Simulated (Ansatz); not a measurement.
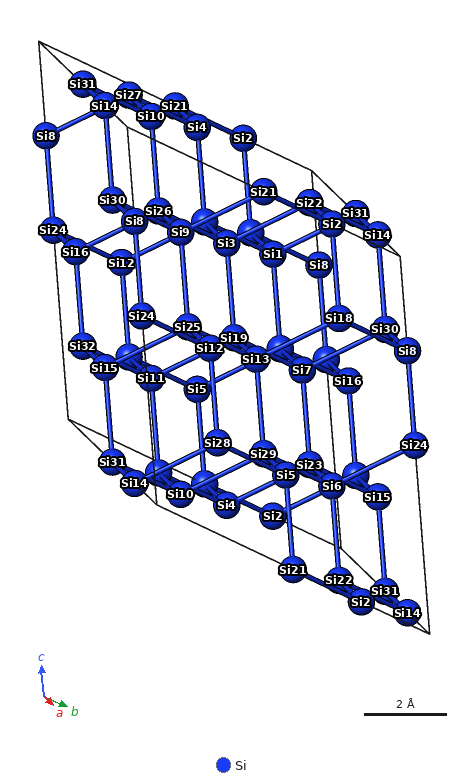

**Figure 1.** The structure as given in the input (ball-and-stick view of the cell of the calculation, seen slightly off an axis; atoms are numbered from 1 in the order of the input). Near neighbours in the crystal (not all of them lie inside the picture): Si has 4 Si at 2.34 Å.

## Si: a changed input and its effect

System: Si (Fd-3m, 32 atoms in the cell).
Method of run 1: DFT, LDA, plane waves, PAW, no spin polarisation (Ansatz 0.2.0).

The structure derives from a Materials Project entry. Text and figures count atoms from 1; the logs count them from 0 in places.

### Input, run 1
```yaml
crystal:
  lattice:
    - [-5.401942276, -5.401942276, 5.401942276]
    - [5.401942276, -5.401942276, -5.401942276]
    - [5.401942276, 5.401942276, 5.401942276]
  atoms:
    - { symbol: Si, position: [0.25, 0.75, 0.75] }
    - { symbol: Si, position: [0.0, 0.75, 0.0] }
    - { symbol: Si, position: [0.5, 0.5, 0.75] }
    - { symbol: Si, position: [0.25, 0.5, 0.0] }
    - { symbol: Si, position: [0.0, 0.5, 0.25] }
    - { symbol: Si, position: [0.75, 0.75, 0.25] }
    - { symbol: Si, position: [0.5, 0.75, 0.5] }
    - { symbol: Si, position: [0.0, 0.0, 0.75] }
    - { symbol: Si, position: [0.75, 0.25, 0.75] }
    - { symbol: Si, position: [0.5, 0.25, 0.0] }
    - { symbol: Si, position: [0.25, 0.25, 0.25] }
    - { symbol: Si, position: [0.0, 0.25, 0.5] }
    - { symbol: Si, position: [0.75, 0.5, 0.5] }
    - { symbol: Si, position: [0.75, 0.0, 0.0] }
    - { symbol: Si, position: [0.5, 0.0, 0.25] }
    - { symbol: Si, position: [0.25, 0.0, 0.5] }
    - { symbol: Si, position: [0.25, 0.75, 0.5] }
    - { symbol: Si, position: [0.0, 0.75, 0.75] }
    - { symbol: Si, position: [0.5, 0.5, 0.5] }
    - { symbol: Si, position: [0.25, 0.5, 0.75] }
    - { symbol: Si, position: [0.0, 0.5, 0.0] }
    - { symbol: Si, position: [0.75, 0.75, 0.0] }
    - { symbol: Si, position: [0.5, 0.75, 0.25] }
    - { symbol: Si, position: [0.0, 0.0, 0.5] }
    - { symbol: Si, position: [0.75, 0.25, 0.5] }
    - { symbol: Si, position: [0.5, 0.25, 0.75] }
    - { symbol: Si, position: [0.25, 0.25, 0.0] }
    - { symbol: Si, position: [0.0, 0.25, 0.25] }
    - { symbol: Si, position: [0.75, 0.5, 0.25] }
    - { symbol: Si, position: [0.75, 0.0, 0.75] }
    - { symbol: Si, position: [0.5, 0.0, 0.0] }
    - { symbol: Si, position: [0.25, 0.0, 0.25] }
basis:
  ecutwfc: "450 eV"
  xc_grid: 2
  ecutrho_ratio: 9
kpoints:
  mp_grid: { grid: [3, 3, 3], shift: [0.0, 0.0, 0.0] }
hamiltonian:
  xc: lda
scf:
  occupations: { method: gaussian, width: 0.02 }
output:
  forces: true
  eigenvalues: true
  stress: true
```

Command:
```bash
ansatz run input.yaml --threads 4 --pin off --max-ram 8192MiB --backend cpu --events-out ev --progress --plain --runs-dir out
```

Hardware: 4 threads of Intel Xeon @ 2.10GHz (Emerald Rapids), 189 GiB of memory available, shared host.

### Output, shortened to warnings, some set-up lines, iterations and results (run 1)
```
Basis set: ecut = 450 eV, 13571 PW (Γ), exchange–correlation on 200×200×200 points (8 copies of the dense FFT grid, shifted against one another)
Symmetry: 768 space group operations
k-points: 4 of 27
Initial density: superposition of atomic densities (neutral atoms: chi_scale 0, normalization atom), corrected by the library's trained network
[...]
SCF iter   1: F=—  HF=-19476.766177 eV  |F-HF|=—  |Δ(HF+E_count)|=         —  Δρ=4.20e-3  dr2=6.56e-2  ethr=1.77e-3  ⟨swp⟩=6.5  Hψ=1835  notcnv=0  defer=20
SCF iter   2: F=—  HF=-19476.756995 eV  |F-HF|=—  |Δ(HF+E_count)|=   9.18e-3  Δρ=2.35e-3  dr2=2.13e-2  ethr=5.12e-5  ⟨swp⟩=1.5  Hψ=461  notcnv=0  defer=65
SCF iter   3: F=—  HF=-19476.752237 eV  |F-HF|=—  |Δ(HF+E_count)|=   4.76e-3  Δρ=1.29e-4  dr2=1.36e-4  ethr=1.66e-5  ⟨swp⟩=2.2  Hψ=535  notcnv=0  defer=9
SCF iter   4: F=—  HF=-19476.752213 eV  |F-HF|=—  |Δ(HF+E_count)|=   2.41e-5  Δρ=2.91e-5  dr2=6.05e-6  ethr=1.06e-7  ⟨swp⟩=2.0  Hψ=534  notcnv=0  defer=9
SCF iter   5: F=—  HF=-19476.752471 eV  |F-HF|=—  |Δ(HF+E_count)|=   2.58e-4  Δρ=7.48e-6  dr2=2.84e-7  ethr=4.72e-9  ⟨swp⟩=2.0  Hψ=530  notcnv=0  defer=9
SCF iter   6: F=-19476.752471 eV  HF=-19476.752471 eV  |F-HF|=5.97e-10  |Δ(HF+E_count)|=   1.61e-7  Δρ=5.69e-7  dr2=1.83e-9  ethr=7.81e-11  ⟨swp⟩=9.2  Hψ=1271  notcnv=0
SCF 1 converged in 6 iterations: F = -19476.752471 eV  dr2 = 1.83e-9
SCF converged after 6 iterations
Free energy (F): -19476.752471 eV
Harris-Foulkes:  -19476.752471 eV  (|F-HF|=5.97e-10)
Internal energy: -19476.752471 eV  (E = F + TS)
E sigma→0 (E₀):  -19476.752471 eV
Fermi energy:    6.506505 eV
--- Per-component energies (eV) ---
  E_band       = 140.699673
  E_kinetic    = 1303.518297
  E_local      = -894.667360  (includes V_loc(G=0)·N_el)
  E_nonlocal   = 868.289693
  E_hartree    = 234.983633
  E_xc         = -1757.766410
  E_vxc        = -1513.195908  (∫ρ·V_xc dr)
  E_paw        = -15557.834163  (= ΣΔE_a)
  E_vpaw       = -93.211372  (= ΣTr[D̂ρ^β])
  E_aug_tail   = 0.000007  (compensation charges beyond the density's cutoff)
  E_ewald      = -3675.974752
  E_core_change = 2.698583  (= ΣΔE_core)
  E_smearing   = -0.000000  (= −TS)
  E_closure    = -0.000000  (closes the sum)
  Σ components = -19476.752471   (vs F -19476.752471, Δ=0.00e0)
--- Forces (eV/Å), atoms counted from 1 ---
  atom   1  Si     0.00000000     0.00000000    -0.00000000
  atom   2  Si     0.00000000     0.00000000    -0.00000000
  atom   3  Si     0.00000000     0.00000000     0.00000000
  atom   4  Si     0.00000000     0.00000000    -0.00000000
  atom   5  Si     0.00000000     0.00000000    -0.00000000
  atom   6  Si     0.00000000     0.00000000     0.00000000
  atom   7  Si     0.00000000     0.00000000     0.00000000
  atom   8  Si     0.00000000     0.00000000    -0.00000000
  atom   9  Si     0.00000000     0.00000000     0.00000000
  atom  10  Si     0.00000000     0.00000000     0.00000000
  atom  11  Si     0.00000000     0.00000000    -0.00000000
  atom  12  Si     0.00000000     0.00000000    -0.00000000
  atom  13  Si     0.00000000     0.00000000     0.00000000
  atom  14  Si     0.00000000     0.00000000     0.00000000
  atom  15  Si     0.00000000     0.00000000    -0.00000000
  atom  16  Si     0.00000000    -0.00000000    -0.00000000
  atom  17  Si    -0.00000000     0.00000000    -0.00000000
  atom  18  Si    -0.00000000    -0.00000000    -0.00000000
  atom  19  Si    -0.00000000    -0.00000000     0.00000000
  atom  20  Si    -0.00000000    -0.00000000     0.00000000
  atom  21  Si    -0.00000000    -0.00000000    -0.00000000
  atom  22  Si    -0.00000000    -0.00000000     0.00000000
  atom  23  Si    -0.00000000    -0.00000000     0.00000000
  atom  24  Si    -0.00000000    -0.00000000    -0.00000000
  atom  25  Si    -0.00000000    -0.00000000     0.00000000
  atom  26  Si    -0.00000000    -0.00000000     0.00000000
  atom  27  Si    -0.00000000    -0.00000000    -0.00000000
  atom  28  Si    -0.00000000    -0.00000000    -0.00000000
  atom  29  Si    -0.00000000    -0.00000000     0.00000000
  atom  30  Si    -0.00000000    -0.00000000     0.00000000
[...]
```

For run 2 the input was changed thus:
```diff
-  ecutwfc: "450 eV"
+  ecutwfc: 420
-  ecutrho_ratio: 9
```

What does this change do to the results?

The free energy of run 2 is 0.32 meV per atom higher, which measures how much it depends on this numerical setting. More plane waves can only lower the energy of a fixed Hamiltonian, so the higher cutoff gives the lower value. The number of SCF iterations is the same. The plane waves at Γ go from 13571 to 12215.

### Output, shortened to warnings, some set-up lines, iterations and results (run 2)
```
Basis set: ecut = 420 eV, 12215 PW (Γ), exchange–correlation on 128×128×128 points (8 copies of the dense FFT grid, shifted against one another)
Symmetry: 768 space group operations
k-points: 4 of 27
Initial density: superposition of atomic densities (neutral atoms: chi_scale 0, normalization atom), corrected by the library's trained network
[...]
SCF iter   1: F=—  HF=-19476.755451 eV  |F-HF|=—  |Δ(HF+E_count)|=         —  Δρ=4.20e-3  dr2=6.56e-2  ethr=1.77e-3  ⟨swp⟩=6.5  Hψ=1851  notcnv=0  defer=22
SCF iter   2: F=—  HF=-19476.746663 eV  |F-HF|=—  |Δ(HF+E_count)|=   8.79e-3  Δρ=2.35e-3  dr2=2.13e-2  ethr=5.12e-5  ⟨swp⟩=1.5  Hψ=456  notcnv=0  defer=64
SCF iter   3: F=—  HF=-19476.741967 eV  |F-HF|=—  |Δ(HF+E_count)|=   4.70e-3  Δρ=1.27e-4  dr2=1.34e-4  ethr=1.66e-5  ⟨swp⟩=2.2  Hψ=535  notcnv=0  defer=9
SCF iter   4: F=—  HF=-19476.741946 eV  |F-HF|=—  |Δ(HF+E_count)|=   2.17e-5  Δρ=2.93e-5  dr2=6.14e-6  ethr=1.05e-7  ⟨swp⟩=2.5  Hψ=543  notcnv=0  defer=9
SCF iter   5: F=—  HF=-19476.742200 eV  |F-HF|=—  |Δ(HF+E_count)|=   2.54e-4  Δρ=7.42e-6  dr2=2.80e-7  ethr=4.79e-9  ⟨swp⟩=2.0  Hψ=529  notcnv=0  defer=9
SCF iter   6: F=-19476.742200 eV  HF=-19476.742200 eV  |F-HF|=6.18e-10  |Δ(HF+E_count)|=   1.61e-7  Δρ=5.76e-7  dr2=1.87e-9  ethr=7.81e-11  ⟨swp⟩=9.2  Hψ=1285  notcnv=0
SCF 1 converged in 6 iterations: F = -19476.742200 eV  dr2 = 1.87e-9
SCF converged after 6 iterations
Free energy (F): -19476.742200 eV
Harris-Foulkes:  -19476.742200 eV  (|F-HF|=6.18e-10)
Internal energy: -19476.742200 eV  (E = F + TS)
E sigma→0 (E₀):  -19476.742200 eV
Fermi energy:    6.506616 eV
--- Per-component energies (eV) ---
  E_band       = 140.706365
  E_kinetic    = 1303.487550
  E_local      = -894.626910  (includes V_loc(G=0)·N_el)
  E_nonlocal   = 868.291812
  E_hartree    = 234.981463
  E_xc         = -1757.767738
  E_vxc        = -1513.198758  (∫ρ·V_xc dr)
  E_paw        = -15557.832386  (= ΣΔE_a)
  E_vpaw       = -93.209470  (= ΣTr[D̂ρ^β])
  E_aug_tail   = 0.000177  (compensation charges beyond the density's cutoff)
  E_ewald      = -3675.974752
  E_core_change = 2.698583  (= ΣΔE_core)
  E_smearing   = -0.000000  (= −TS)
  E_closure    = -0.000000  (closes the sum)
  Σ components = -19476.742200   (vs F -19476.742200, Δ=0.00e0)
--- Forces (eV/Å), atoms counted from 1 ---
  atom   1  Si     0.00000000     0.00000000     0.00000000
  atom   2  Si     0.00000000     0.00000000     0.00000000
  atom   3  Si     0.00000000    -0.00000000     0.00000000
  atom   4  Si     0.00000000     0.00000000     0.00000000
  atom   5  Si     0.00000000     0.00000000     0.00000000
  atom   6  Si     0.00000000     0.00000000    -0.00000000
  atom   7  Si     0.00000000     0.00000000     0.00000000
  atom   8  Si     0.00000000     0.00000000    -0.00000000
  atom   9  Si     0.00000000     0.00000000     0.00000000
  atom  10  Si     0.00000000     0.00000000    -0.00000000
  atom  11  Si     0.00000000     0.00000000     0.00000000
  atom  12  Si     0.00000000     0.00000000    -0.00000000
  atom  13  Si     0.00000000     0.00000000    -0.00000000
  atom  14  Si     0.00000000     0.00000000     0.00000000
  atom  15  Si     0.00000000     0.00000000    -0.00000000
  atom  16  Si    -0.00000000     0.00000000     0.00000000
  atom  17  Si     0.00000000     0.00000000     0.00000000
  atom  18  Si    -0.00000000     0.00000000     0.00000000
  atom  19  Si    -0.00000000    -0.00000000    -0.00000000
  atom  20  Si    -0.00000000     0.00000000    -0.00000000
  atom  21  Si    -0.00000000    -0.00000000     0.00000000
  atom  22  Si    -0.00000000    -0.00000000     0.00000000
  atom  23  Si    -0.00000000    -0.00000000    -0.00000000
  atom  24  Si     0.00000000     0.00000000     0.00000000
  atom  25  Si    -0.00000000    -0.00000000    -0.00000000
  atom  26  Si    -0.00000000    -0.00000000    -0.00000000
  atom  27  Si    -0.00000000     0.00000000     0.00000000
  atom  28  Si    -0.00000000    -0.00000000    -0.00000000
  atom  29  Si    -0.00000000    -0.00000000    -0.00000000
  atom  30  Si    -0.00000000    -0.00000000     0.00000000
[...]
```

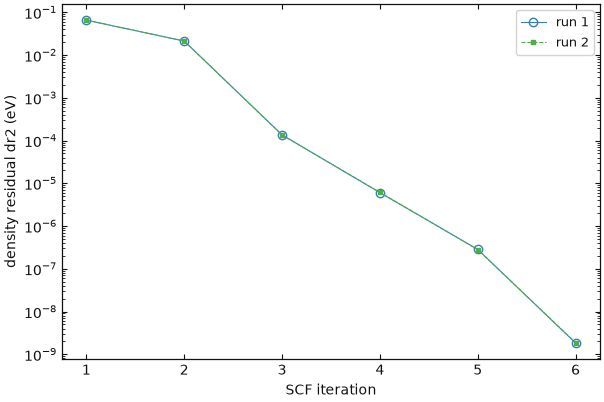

**Figure 2.** Convergence of the two runs: density residual dr2 against the SCF iteration. Run 1 takes 6 iterations in all, and run 2 takes 6.

### The two runs side by side

```csv
quantity,run 1,run 2
outcome,converged,converged
free energy per atom (eV),−608.6485,−608.6482
gap on the mesh (eV),0.58,0.58
pressure (GPa),0.00,0.00
largest force (eV/Å),0.000,0.000
SCF iterations,6,6
irreducible k-points,4,4
plane waves at Γ,13571,12215
wall time (shared host),15 s,17 s
```
